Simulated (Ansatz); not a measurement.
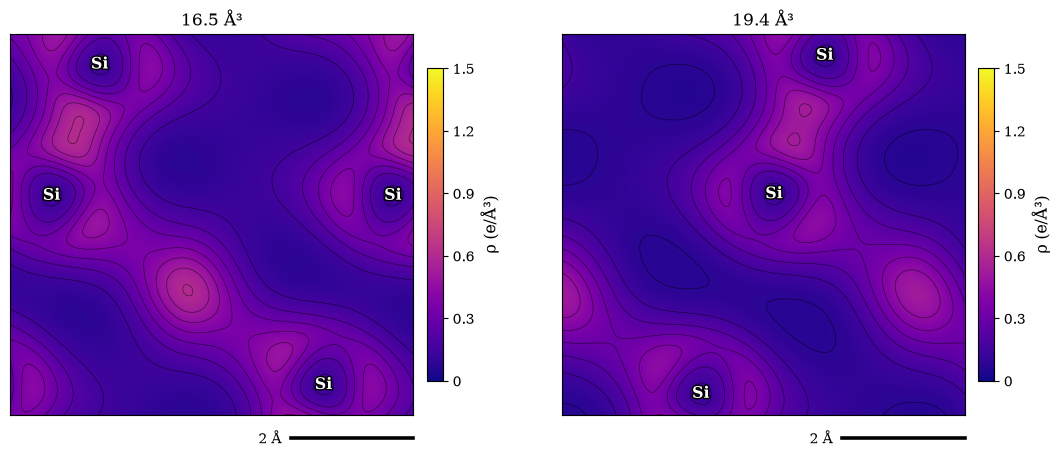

Si. The valence pseudo-density of cells scaled evenly to different volumes (given per atom above each panel), on the (101̄) plane of each (indices in the axes of the cell below), at one length scale and on one colour scale.

PAW files of the earlier set (soft_1).

Theory: DFT PBEsol, scalar-relativistic, plane waves, PAW in Ansatz 0.2.0.

The largest cell:

```
Si
1.0
    -3.35842    3.35842    3.44037
     3.35842   -3.35842    3.44037
     3.35842    3.35842   -3.44037
Si
8
Direct
  0.20479 0.20479 0.20479
  0.50000 0.00000 0.29521
  0.29521 0.50000 0.00000
  0.00000 0.29521 0.50000
  0.79521 0.79521 0.79521
  0.50000 0.00000 0.70479
  0.70479 0.50000 0.00000
  0.00000 0.70479 0.50000
```

| volume (Å³/atom) | Si–Si contact in the plane (Å) | ρ at its midpoint (e/Å³) | pressure (GPa) | 
| --- | --- | --- | --- |
| 16.53 | 2.277 | 0.605 | 10.3 | 
| 17.68 | 2.329 | ? | ? | 
| 19.40 | 2.402 | 0.519 | −6.6 | 

Question: What values belong in the row with question marks?

Answer: Over the known rows ln ρ falls by 1.23 per Å of Si–Si distance (the line through the two), which gives 0.568 e/Å³ at 2.329 Å; the calculation gives 0.569 e/Å³. For the pressure, a straight line in volume between the neighbouring rows gives 3.5 GPa; the calculation gives 1.8, lower because pressure rises ever faster on compression.
